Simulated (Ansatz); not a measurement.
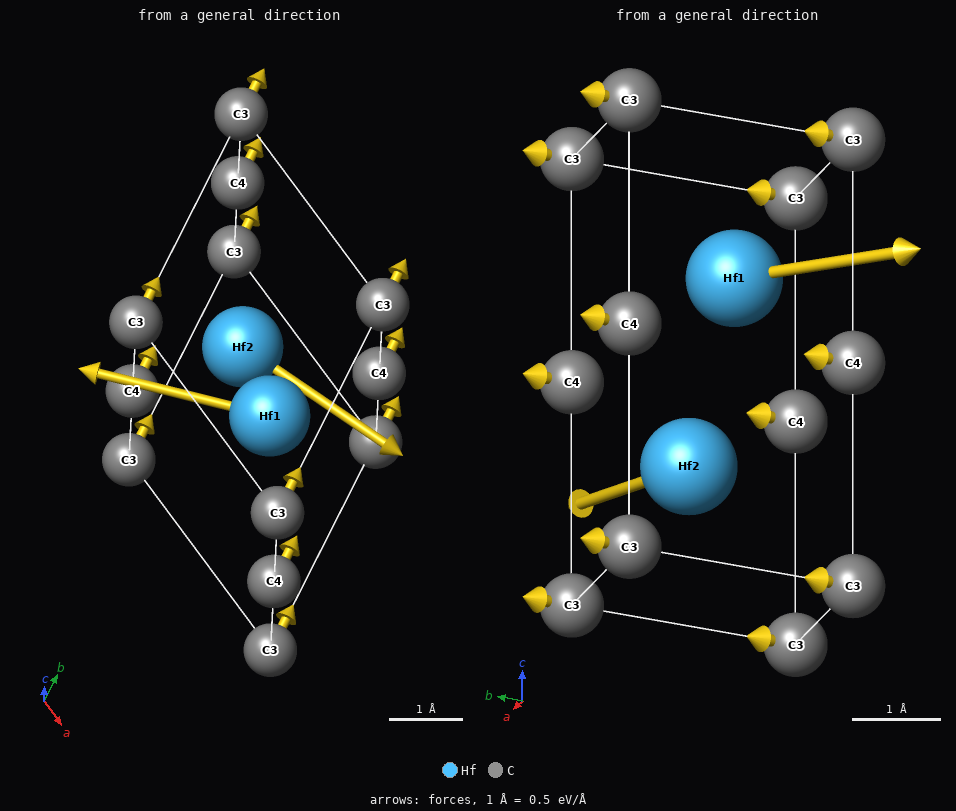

The figure gives a spheres-only picture of the atoms, viewed from two general directions. The simulation cell is drawn as a box. The arrows are the computed forces on the atoms.

System: HfC. Method used: DFT PBE, scalar-relativistic, plane waves, PAW in Ansatz 0.2.0. It ran with wavefunction cutoff 420 eV, a 12×12×8 k-point grid, Gaussian smearing of 0.1 eV, no spin polarisation.

Judging by the arrows, is the geometry relaxed?

No. The atoms still feel forces of up to about 1.1 eV/Å, far above a usual threshold of 0.01 to 0.03 eV/Å.

Identify the atom with the maximum force.

Hf1 and Hf2, about 1.1 eV/Å.

The cell started as a structure listed in the Materials Project. The cell was then strained or its atoms displaced on purpose. It went into a calculation with Ansatz.
